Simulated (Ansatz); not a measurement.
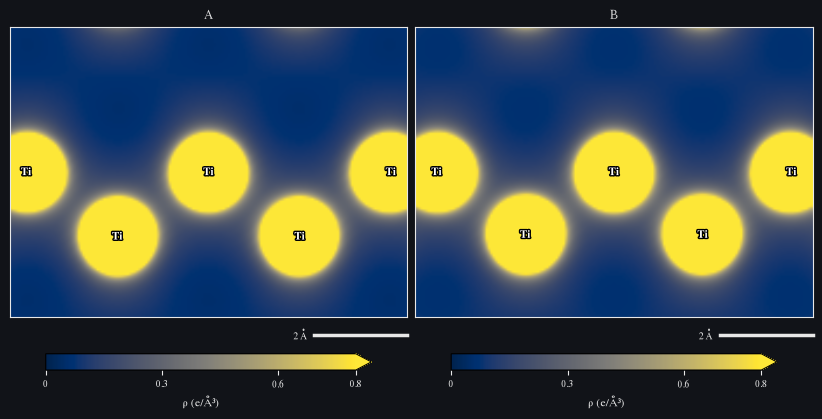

Ti. The valence charge density (pseudo) of two cells that differ in size, on the (101̄) plane of each (indices in the axes of the calculation cell), at one length scale and on one colour scale: A has 21.6 Å³ an atom and B 19.8.

The calculation used DFT, r2SCAN, plane waves (500 eV) with PAW, scalar-relativistic (Ansatz 0.2.0).

In a PAW calculation such maps are meaningful between the atoms, not at the nuclei.

### What does the compression do to the bonding and the properties?

From the larger cell to the smaller, Ti–Ti goes from 2.41 to 2.34 Å, and the density at its midpoint from 0.3 to 0.33 e/Å³; the pressure goes from −0.1 to 2.8 GPa.
